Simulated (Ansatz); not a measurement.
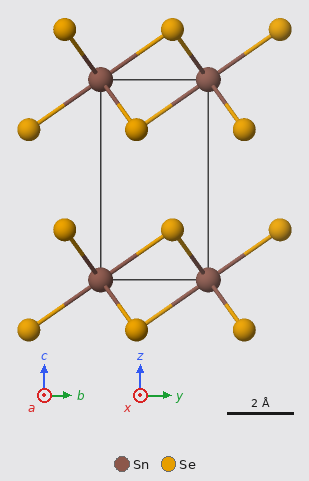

A scan of crystalline SnSe2 (P-3m1): the cell is strained equally along x and y and separately along z, with the atoms kept at their fractional coordinates. x, y and z are the Cartesian axes of the input. The picture shows the reference cell. Style: ball-and-stick. Shown: the cell of the calculation, repeated 2 × 1 × 1 with one cell outlined, along the a axis.

All numbers below come from Ansatz, DFT PBEsol+D3(BJ), scalar-relativistic, plane waves, PAW. Set-up: plane-wave cutoff 420 eV; k-point mesh 12 × 12 × 6; occupations gaussian; smearing width 0.05 eV; no spin polarisation. Energies (free energies at the smearing named) are counted from the cell as listed in its source, which wasn't relaxed.

```
Sn Se
1.0
     3.81100    0.00000    0.00000
    -1.90550    3.30042    0.00000
     0.00000    0.00000    6.13700
Sn Se
1 2
Direct
  0.00000 0.00000 0.00000
  0.33333 0.66667 0.25000
  0.66667 0.33333 0.75000
```

**What energies does the calculation give on a grid with rows −0.080, −0.040, 0.000, 0.040, 0.080 and columns −0.080, −0.040, 0.000, 0.040, 0.080 (strain along x and y; strain along z)?**

Rows: strain along x and y; columns: strain along z; values in meV/atom.

```csv
,−0.080,−0.040,0.000,0.040,0.080
−0.080,453,304,203,145,126
−0.040,192,99,42,20,29
0.000,72,22,0,5,34
0.040,55,38,43,68,112
0.080,111,120,145,186,240
```

In pairs of (strain along x and y; strain along z): the lowest computed point lies at (0.000, 0.000) (0 meV/atom), the highest at (−0.080, −0.080) (453 meV/atom). The valley is tilted: raising the in-plane strain is made harder by raising the strain along z (cross term 0.56 of the geometric mean of the two curvatures). Over the ranges scanned the energy rises more along the first axis, the in-plane strain. The pressure runs from −9.3 GPa at (0.080, 0.080) to 32.0 GPa at (−0.080, −0.080). The band gap on the mesh, 0.63 eV in the reference, closes at 5 of the 25 computed points.
